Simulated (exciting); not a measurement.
**Energy of Ni along an even scaling of the cell**

System: Ni (Fm-3m, 1 atom in the cell).
Method: Kohn-Sham DFT of a periodic cell, PBEsol, all-electron LAPW+lo, shipped species files, spin-polarised (exciting sodium).

The 7 runs differ only in the geometry, by an even scaling of the cell at fixed fractional positions. The structure derives from a Materials Project entry.

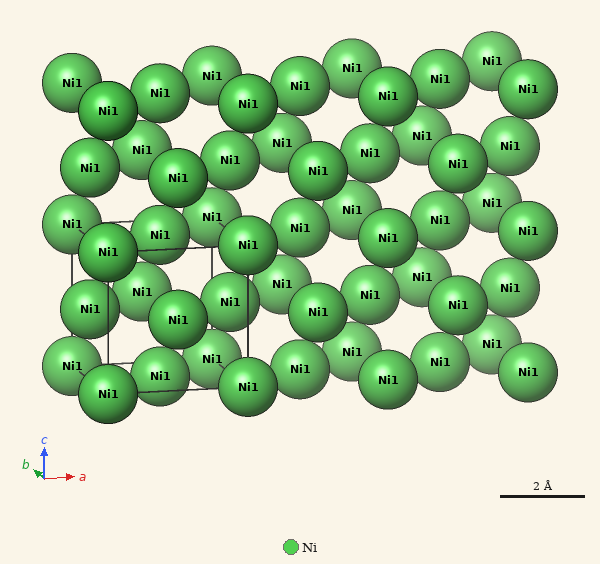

Figure 1. The structure of run 4 (spheres-only view of the cell 4 times as large as that of the calculation, set on its symmetry axes, repeated 3 × 1 × 2, seen slightly off an axis; atoms are numbered from 1 in the order of the input).

## Input of run 4
```
<input>
  <title>Ni</title>
  <structure speciespath="./" tshift="false">
    <crystal scale="1">
      <basevect>0.000000000000 3.283536964933 3.283536964933</basevect>
      <basevect>3.283536964933 0.000000000000 3.283536964933</basevect>
      <basevect>3.283536964933 3.283536964933 0.000000000000</basevect>
    </crystal>
    <species speciesfile="Ni.xml" rmt="2">
      <atom coord="0.000000000000 0.000000000000 0.000000000000" bfcmt="0 0 -8"/>
    </species>
  </structure>
  <groundstate do="fromscratch" ngridk="13 13 13" rgkmax="9" gmaxvr="14" lmaxapw="10" lmaxmat="10" lmaxvr="8" xctype="GGA_PBE_SOL" stype="Fermi Dirac" swidth="0.00183747" nempty="20" ValenceRelativity="iora*" epsengy="1e-05" epspot="1e-05" maxscl="90" tforce="true" outputlevel="normal">
    <spin reducebf="0.5"/>
  </groundstate>
  <properties>
    <chargedensityplot>
      <plot3d>
        <box grid="13 13 13">
          <origin coord="0 0 0"/>
          <point coord="1 0 0"/>
          <point coord="0 1 0"/>
          <point coord="0 0 1"/>
        </box>
      </plot3d>
    </chargedensityplot>
    <elfplot>
      <plot3d>
        <box grid="13 13 13">
          <origin coord="0 0 0"/>
          <point coord="1 0 0"/>
          <point coord="0 1 0"/>
          <point coord="0 0 1"/>
        </box>
      </plot3d>
    </elfplot>
    <exccplot>
      <plot3d>
        <box grid="13 13 13">
          <origin coord="0 0 0"/>
          <point coord="1 0 0"/>
          <point coord="0 1 0"/>
          <point coord="0 0 1"/>
        </box>
      </plot3d>
    </exccplot>
  </properties>
</input>
```

Command:
```bash
OMP_NUM_THREADS=1 exciting_smp
```

Lattice vectors (Å) and fractional positions of run 4:
```
   0.000000    1.737573    1.737573
   1.737573    0.000000    1.737573
   1.737573    1.737573    0.000000
Ni  0.000000  0.000000  0.000000
```

Run 2 has the same physical settings and fractional positions; its lattice vectors (Å) are:
```
   0.000000    1.714089    1.714089
   1.714089    0.000000    1.714089
   1.714089    1.714089    0.000000
```

## Results, with one run withheld

| run | volume per atom (Å³) | free energy per atom, from the lowest run given (meV) |
| --- | --- | --- |
| 1 | 9.862 | 21.40 |
| 2 | 10.072 | ? |
| 3 | 10.282 | 0.27 |
| 4 | 10.492 | 0.00 |
| 5 | 10.702 | 4.92 |
| 6 | 10.912 | 15.61 |
| 7 | 11.122 | 31.03 |

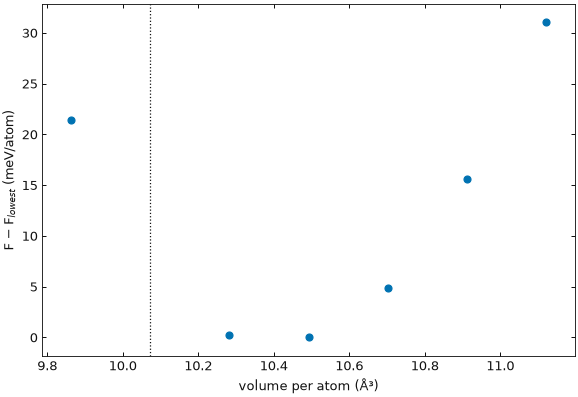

Figure 2. Free energy per atom of the runs given; the dotted line marks run 2.

Fit the runs given and predict run 2.

A cubic polynomial in V^(−2/3) (the Birch–Murnaghan form), fitted to the 6 runs given, misses them by at most 0.21 meV per atom. With x = V^(−2/3) − 0.20791 Å⁻², it reads F = 0.65407 − 1438.4 x + 3.8194e+05 x² − 3.4132e+05 x³ (meV per atom). At run 2 it gives 7.37 meV per atom, and the run itself gives 3.93. The fit has its minimum at 10.406 Å³ per atom, where V d²F/dV² gives 229 GPa: the bulk modulus at this level, since symmetry fixes the shape and the positions. So low a polynomial doesn't follow these energies more closely.

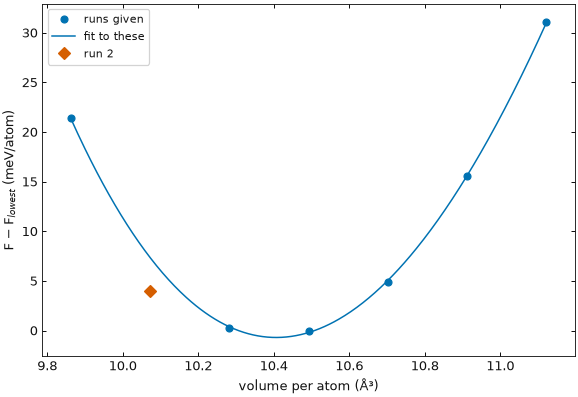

Figure 3. The fit and the withheld run.

## Some lines of the output (run 2)
```
[...]
 Fermi energy                               :         0.37122521
 DOS at Fermi energy (states/Ha/cell)       :        40.13870657
 Absolute change in total energy   (target) :  0.121353E-03  ( 0.100000E-04)
 Total energy                               :     -1519.55659086
 Fermi energy                               :         0.37122185
 DOS at Fermi energy (states/Ha/cell)       :        40.13794487
 Absolute change in total energy   (target) :  0.849487E-05  ( 0.100000E-04)
 Total energy                               :     -1519.55659051
 Fermi energy                               :         0.37122005
 DOS at Fermi energy (states/Ha/cell)       :        40.13754616
 Absolute change in total energy   (target) :  0.358704E-06  ( 0.100000E-04)
 Total energy                               :     -1519.55667001
 Fermi energy                               :         0.37122000
 DOS at Fermi energy (states/Ha/cell)       :        40.13752011
```

Notes: Points of doubt noted for this run: forces with spin.
